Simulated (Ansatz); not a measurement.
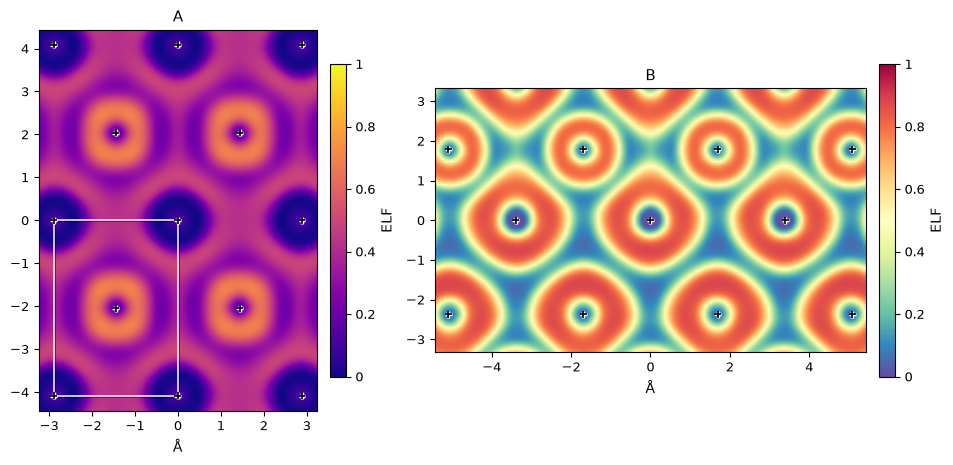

The ELF of 2 systems, each on a plane through atoms (crosses mark nuclei in the plane).

All numbers below come from DFT LDA, scalar-relativistic, plane waves, PAW in Ansatz.

System 1: AlRu, the (101̄) plane of the conventional cell. Space group Pm-3m; computed pressure about 18 GPa in this cell; computed without spin polarisation.

```
CELL_PARAMETERS angstrom
2.88990 0.00000 0.00000
0.00000 2.88990 0.00000
0.00000 0.00000 2.88990
ATOMIC_POSITIONS crystal
Al 0.00000 0.00000 0.00000
Ru 0.50000 0.50000 0.50000
```

System 2: ZrS2, the (101̄) plane of the conventional cell. Space group P-3m1; computed pressure about 16 GPa in this cell.

### Match each panel to its system.

Panel A is system 1, AlRu: the plane holds Al and Ru. Al–Ru (2.50 Å): the ELF is about 0.35 at the midpoint. Panel B is system 2, ZrS2: the plane holds Zr and S. Zr–S (2.47 Å): the ELF peaks at about 0.85 in the valence shell of S, 0.8 Å from its nucleus, and is about 0.35 at the midpoint.
